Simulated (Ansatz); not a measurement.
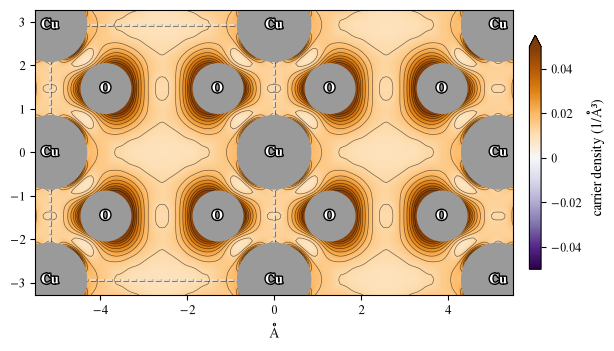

The picture shows: CuO. Where the extra electron sits when 0.2 electron is added to the 4-atom cell of the calculation (uniform compensating background, atoms fixed); the change of density for each carrier, counted positive where the carrier is: a map on the (11̄0) plane of the conventional cell, with grey discs over the atomic cores. Cores are masked to 0.9 Å (Cu) and 0.6 Å (O).

Space group Cccm; the calculation finds a residual pressure of about 3 GPa at this fixed cell. Effective Hubbard U: 4.0 eV on Cu d. The cell comes from a database of computed structures, not from a measurement.

Computed with DFT PBE+U, scalar-relativistic, plane waves, PAW (Ansatz).

Core electrons are frozen (PAW), so the fields are smoothed inside the atomic spheres.

Input file:

```
crystal:
  lattice:
    - [1.990968, -2.15355, 0.0]
    - [1.990968, 2.15355, 0.0]
    - [0.0, 0.0, 5.155928]
  atoms:
    - { symbol: Cu, position: [0.0, 0.5, 0.0] }
    - { symbol: Cu, position: [0.5, 0.0, 0.5] }
    - { symbol: O, position: [0.5, 0.5, 0.25] }
    - { symbol: O, position: [0.5, 0.5, 0.75] }
total_charge: -0.2
basis:
  ecutwfc: 420
  fft_grid_basis: typed
kpoints:
  mp_grid: { grid: [10, 10, 6] }
hamiltonian:
  xc: pbe
  hubbard: { sites: [{ species: Cu, l: d, u_eff: 4.0 }] }
scf:
  occupations: { method: gaussian, width: 0.05 }
output:
  forces: true
  stress: true
  eigenvalues: true
  bader: true
  write_density: true
  volumetric_format: npy
```

Launched as:

```sh
ansatz run input.yaml --threads 1 --pin off --max-ram 2560MiB --backend cpu --events-out ev --progress --plain --runs-dir out
```

The picture shows the conventional cell (a = 3.98 Å, b = 4.31 Å, c = 5.16 Å, α = 90.00°, β = 90.00°, γ = 90.00°).

Q: Where does the doped charge go?

A: Summed over atomic cells sized by the Bader volumes, the added electron divides as Cu about 55 % and O about 45 %; these cells fill 50 % (Cu) and 50 % (O) of the volume, so no element is strongly preferred.
- Over the whole cell, outside the cores, it is densest at the edge of the masked core of O.
- The counter-flow of charge adds up to under 0.1 e for each carrier.
- These are shares of the net change, screening included; the states that take the carrier can be more concentrated.

Run times: 27 s (electron) and 27 s (base cell), on 1 thread of Intel(R) Xeon(R) 6975P-C (Granite Rapids), with other jobs on the host.
